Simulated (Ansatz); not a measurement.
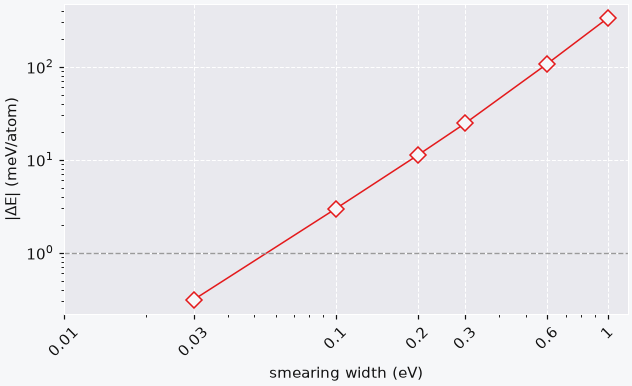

Convergence test: the smearing width is varied and all else is held.
The run: Ti (P6_3/mmc, 2 atoms in the cell), by DFT, LDA (PW92), plane waves (420 eV) with PAW, scalar-relativistic in Ansatz 0.2.0; 13×13×7 k-mesh, Gaussian smearing.
ΔE is the free energy less its value at the smallest setting, 0.01 eV.
Dashed lines or grey bands mark the tolerance: 1 meV/atom.
On logarithmic panels, open markers lie below the reference value and filled ones above.

Q: What is enough for the free energy to 1 meV/atom?

A: The free energy is within 1 meV/atom of the smallest setting's value from 0.03 eV down. It is off by 330 meV/atom at 1 eV, 25 meV/atom at 0.3 eV and 3 meV/atom at 0.1 eV (always below it). The free energy falls with the width because it holds the −TS term of the fractional occupations.
